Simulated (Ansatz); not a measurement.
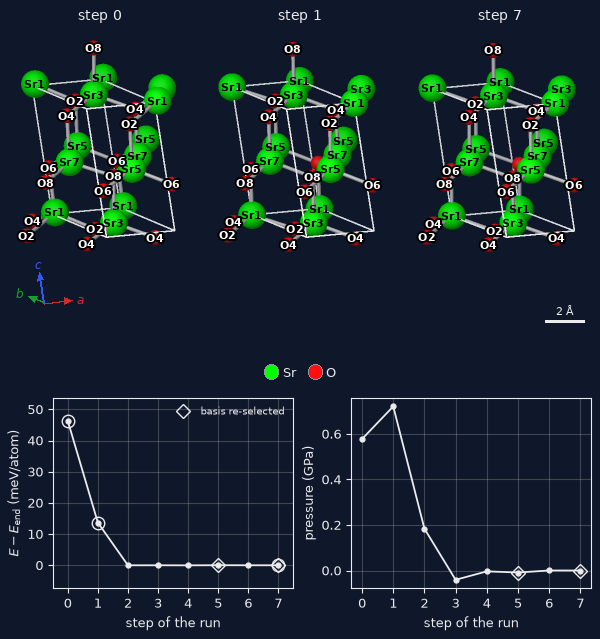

Frames of a relaxation of solid SrO (built on the zincblende type), marked on the history of the run. A ball-and-stick model of the cell of the calculation, reduced to other axes, seen slightly off an axis. Lengths and directions refer to the drawn axes.

Case: shaken.

The calculation used DFT, PBEsol, plane waves, PAW in Ansatz. (plane-wave cutoff 420 eV; k-point mesh 6 × 6 × 6; occupations fermi dirac; smearing width 0.05 eV; no spin polarisation; cell and atoms relaxed; force threshold 0.01 eV/Å; at most 120 steps)

What happens along the run?

Over 5 accepted moves (7 points after the start) the energy falls by 46.3 meV per atom. Largest force component: 1.2 eV/Å at the start, 0.00016 eV/Å at the end. The pressure goes from 0.58 to 0.00 GPa. At 2 points the geometry stayed and the basis and grid were re-selected for the new cell (energy shift of less than 0.05 meV per atom at most each time). The largest move relative to the cell is that of Sr1, 0.15 Å roughly along [−3 2 −1]. Largest moves by element: Sr 0.15 Å, O 0.14 Å. Cell: a 3.939 → 3.914 Å (−0.6 %), b 6.784 → 6.787 Å (+0.1 %), c 6.852 → 6.788 Å (−0.9 %), α 68.8° → 70.4°, β 89.7° → 90.0°, γ 89.6° → 90.0°. Volume −0.4 %. Near-neighbour distances that change, for instance: Sr5–O6 2.221 → 2.398 Å, Sr5–O6 (another image) 2.569 → 2.398 Å, Sr1–O2 2.554 → 2.398 Å, Sr1–O4 2.525 → 2.398 Å. Among the angles between lasting bonds that change: O2–Sr1–O6 119.4° → 109.5°, Sr1–O6–Sr7 101.2° → 109.3°, Sr1–O6–Sr5 117.7° → 109.5°. The space group (tolerance 0.01 Å) goes from P1 (No. 1) to F-43m (No. 216). From step 0 to 1: Sr1 moves most (0.19 Å), volume −1.3 %, energy −32.6 meV per atom. From step 1 to 7: Sr1 moves most (0.07 Å), volume +0.8 %, energy −13.7 meV per atom.

| step | E − E(0), meV/atom | largest force component, eV/Å | pressure, GPa | volume, Å³/atom | note |
| --- | --- | --- | --- | --- | --- |
| 0 | 0.00 | 1.2346 | 0.58 | 21.330 |  |
| 1 | -32.63 | 0.7654 | 0.72 | 21.061 |  |
| 2 | -46.32 | 0.0157 | 0.18 | 21.180 |  |
| 3 | -46.31 | 0.0012 | -0.04 | 21.250 |  |
| 4 | -46.34 | 0.0002 | 0.00 | 21.239 |  |
| 5 | -46.29 | 0.0004 | -0.01 | 21.239 | same geometry, new basis |
| 6 | -46.31 | 0.0002 | 0.00 | 21.236 |  |
| 7 | -46.31 | 0.0002 | 0.00 | 21.236 | same geometry, new basis |
